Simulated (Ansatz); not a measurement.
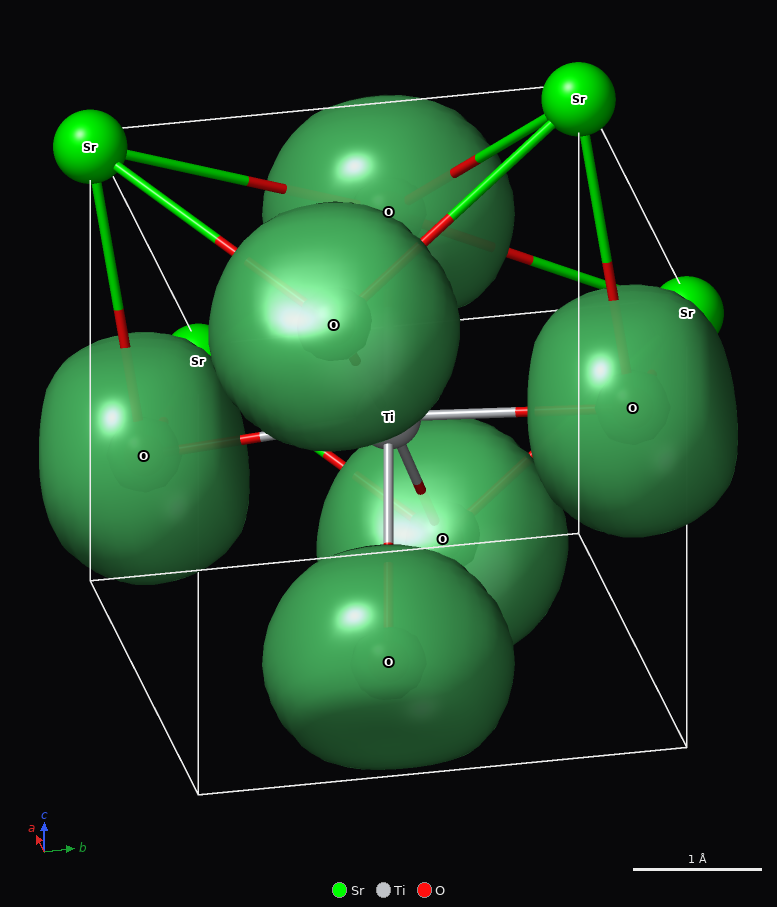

SrTiO3. Isosurface of the electron localisation function at 0.6 (green), seen at an oblique angle. Core shells and regions of very low density are left out. Sticks mark near contacts.

Space group P4mm; a point of a scan over the structure, not its minimum; not relaxed (largest force 1.5 eV/Å); computed pressure about 4 GPa in this cell; computed without spin polarisation; PAW files of the earlier set (soft_1).

Method: Ansatz, DFT PBE, scalar-relativistic, plane waves, PAW.

Core electrons are frozen (PAW), and the valence fields are smoothed inside the atomic spheres.

```
Sr Ti O
1.0
     0.00000    3.93641    0.00000
     0.00000    0.00000    3.93641
     3.93641    0.00000    0.00000
Sr Ti O
1 1 3
Direct
  0.00000 0.00000 0.96540
  0.50000 0.50000 0.55035
  0.50000 0.50000 0.00549
  0.00000 0.50000 0.51669
  0.50000 0.00000 0.51669
```

Question: Identify the bonds, lone pairs and shells in this picture.

Answer: At this value the surface marks out three regions wrapped around O (the valence shell of each), counted in one cell of 5 atoms. Any copies at cell faces, edges or corners count once. Along the contacts the grid gives the following. Ti–O (1.79 Å): the ELF peaks at about 0.80 in the valence shell of O, 0.5 Å from its nucleus, and is about 0.25 at the midpoint: no shared electron pair shows on this line. Sr–O (2.64 Å): the ELF is about 0.05 at the midpoint (an ionic contact with no shared pair).

Question: Metal or insulator at this level of theory?

Answer: It is gapped, with a Kohn–Sham gap of 1.9 eV on the k-point mesh (the band edges may lie off the mesh, which would make the gap smaller).
